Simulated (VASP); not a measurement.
**Run report: VBiO$_{4}$, geometry relaxation (part 5 of 5)**

The same run, continued: VBiO$_{4}$ (C2/c, 12 atoms in the cell); Kohn-Sham DFT of a periodic cell, PBE, VASP PAW PBE potentials, soft, no spin polarisation (VASP 6.6.1); cutoff 300 eV, 3×3×4 k-mesh, Gaussian smearing of 0.03 eV. The structure derives from an entry of the Crystallography Open Database.

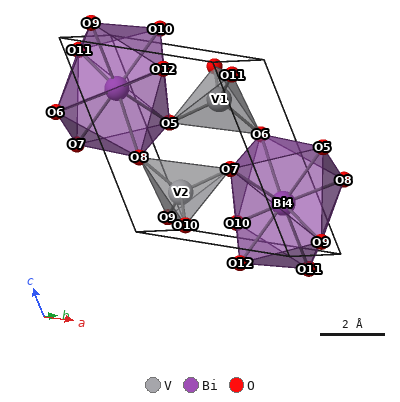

*The geometry at step 24 of the log (polyhedral view of the reduced cell, seen at an oblique angle; polyhedra are completed across the faces of the cell; atoms are numbered from 1 in the order of the input).*

Trajectory as extended XYZ, continued:
```
12
Lattice="3.6483 -5.8419 -0.0346 3.6483 5.8419 -0.0346 -3.6092 0.0000 3.6778" Properties=species:S:1:pos:R:3:forces:R:3 step=20 energy=-88.83197
V     0.9414   -4.3754    2.7237    0.0000  -0.0497   0.0000
V     2.7460    4.3754    0.8848    0.0000   0.0497   0.0000
Bi    0.9414    1.4630    2.7237    0.0000  -0.0105   0.0000
Bi    2.7460   -1.4630    0.8848    0.0000   0.0105   0.0000
O     2.3636   -3.4537    2.3152    0.0170   0.0081  -0.0230
O    -0.4808   -3.4537    3.1322   -0.0170   0.0081   0.0230
O     1.3237    3.4537    1.2933   -0.0170  -0.0081   0.0230
O     4.1682    3.4537    0.4763    0.0170  -0.0081  -0.0230
O     2.3717   -0.5386    3.1131    0.0030  -0.0071  -0.0039
O    -0.4889   -0.5386    2.3343   -0.0030  -0.0071   0.0039
O     1.3156    0.5386    0.4954   -0.0030   0.0071   0.0039
O     4.1763    0.5386    1.2742    0.0030   0.0071  -0.0039
12
Lattice="3.6446 -5.8371 -0.0293 3.6446 5.8371 -0.0293 -3.6001 0.0000 3.6751" Properties=species:S:1:pos:R:3:forces:R:3 step=24 energy=-88.83269
V     0.9445   -4.3789    2.7270    0.0000  -0.0080   0.0000
V     2.7445    4.3789    0.8895    0.0000   0.0080   0.0000
Bi    0.9445    1.4615    2.7270    0.0000  -0.0016   0.0000
Bi    2.7445   -1.4615    0.8895    0.0000   0.0016   0.0000
O     2.3637   -3.4535    2.3182   -0.0034   0.0022  -0.0128
O    -0.4748   -3.4535    3.1359    0.0034   0.0022   0.0128
O     1.3252    3.4535    1.2983    0.0034  -0.0022   0.0128
O     4.1638    3.4535    0.4806   -0.0034  -0.0022  -0.0128
O     2.3739   -0.5353    3.1167    0.0090  -0.0086   0.0044
O    -0.4850   -0.5353    2.3373   -0.0090  -0.0086  -0.0044
O     1.3151    0.5353    0.4998   -0.0090   0.0086  -0.0044
O     4.1740    0.5353    1.2792    0.0090   0.0086   0.0044
12
Lattice="3.6413 -5.8390 -0.0274 3.6413 5.8390 -0.0274 -3.5950 0.0000 3.6776" Properties=species:S:1:pos:R:3:forces:R:3 step=28 energy=-88.83289
V     0.9451   -4.3831    2.7308    0.0000   0.0052   0.0000
V     2.7426    4.3831    0.8920    0.0000  -0.0052   0.0000
Bi    0.9451    1.4618    2.7308    0.0000   0.0006   0.0000
Bi    2.7426   -1.4618    0.8920    0.0000  -0.0006   0.0000
O     2.3620   -3.4555    2.3204    0.0012   0.0040  -0.0054
O    -0.4718   -3.4555    3.1413   -0.0012   0.0040   0.0054
O     1.3257    3.4555    1.3025   -0.0012  -0.0040   0.0054
O     4.1595    3.4555    0.4816    0.0012  -0.0040  -0.0054
O     2.3744   -0.5356    3.1217   -0.0003  -0.0020  -0.0033
O    -0.4842   -0.5356    2.3400    0.0003  -0.0020   0.0033
O     1.3133    0.5356    0.5012    0.0003   0.0020   0.0033
O     4.1719    0.5356    1.2829   -0.0003   0.0020  -0.0033
```

The run was set up as follows.

INCAR:
```
PREC     = Accurate       # precision mode
ENCUT    = 300            # plane-wave cutoff, eV
EDIFF    = 1E-6           # SCF threshold, eV
ISMEAR   = 0              # smearing method
SIGMA    = 0.03           # smearing width, eV
LREAL    = False          # projectors in reciprocal space
LASPH    = True           # aspherical terms in the spheres
NELM     = 80             # most SCF steps
ALGO     = Normal         # electronic algorithm
ISIF     = 3              # what is computed and relaxed
LWAVE    = False          # write WAVECAR
LCHARG   = False          # write CHGCAR
GGA      = PE             # functional
IBRION   = 2              # ionic algorithm
NSW      = 90             # ionic steps
EDIFFG   = -0.01          # ionic threshold
KPAR     = 4
```

KPOINTS:
```
regular mesh
0
Gamma
  3 3 4
```

POSCAR:
```
VBiO4
1.0
    3.6235830947     -5.8486000000      0.0000000000
    3.6235830947      5.8486000000      0.0000000000
   -3.5500110127      0.0000000000      3.6473943918
V Bi O
2 2 8
Direct
    0.8700000000      0.1300000000      0.7500000000
    0.1300000000      0.8700000000      0.2500000000
    0.3665000000      0.6335000000      0.7500000000
    0.6335000000      0.3665000000      0.2500000000
    0.9383000000      0.3547000000      0.6388000000
    0.6453000000      0.0617000000      0.8612000000
    0.0617000000      0.6453000000      0.3612000000
    0.3547000000      0.9383000000      0.1388000000
    0.8113000000      0.7099000000      0.8796000000
    0.2901000000      0.1887000000      0.6204000000
    0.1887000000      0.2901000000      0.1204000000
    0.7099000000      0.8113000000      0.3796000000
```

Run as:
```bash
cat potpaw_PBE.64/V_sv/POTCAR potpaw_PBE.64/Bi_d/POTCAR potpaw_PBE.64/O_s/POTCAR > POTCAR
mpirun -np 4 vasp_std > vasp.out
```

Results in brief:

```tsv
quantity	value
outcome	converged
space group (tolerance 0.01 Å)	C2/c (15)
electrons treated	104
free energy	−88.8329 eV
Fermi energy	5.081 eV
gap on the k-point mesh	2.14 eV
pressure	0.02 GPa
final volume	155.24 Å³
largest force (length of the vector) at the end	0.007 eV/Å
final cell	a = 6.881 Å, b = 6.881 Å, c = 5.143 Å, α = 111.88°, β = 111.88°, γ = 116.10°
hardware	4 threads of Intel Xeon (Granite Rapids), 176 GiB of memory available, shared host
wall time	4.3 min (CPU time 17 min)
peak memory	0.23 GiB
```

Remarks:

Spin–orbit coupling is left out, which matters for Bi.
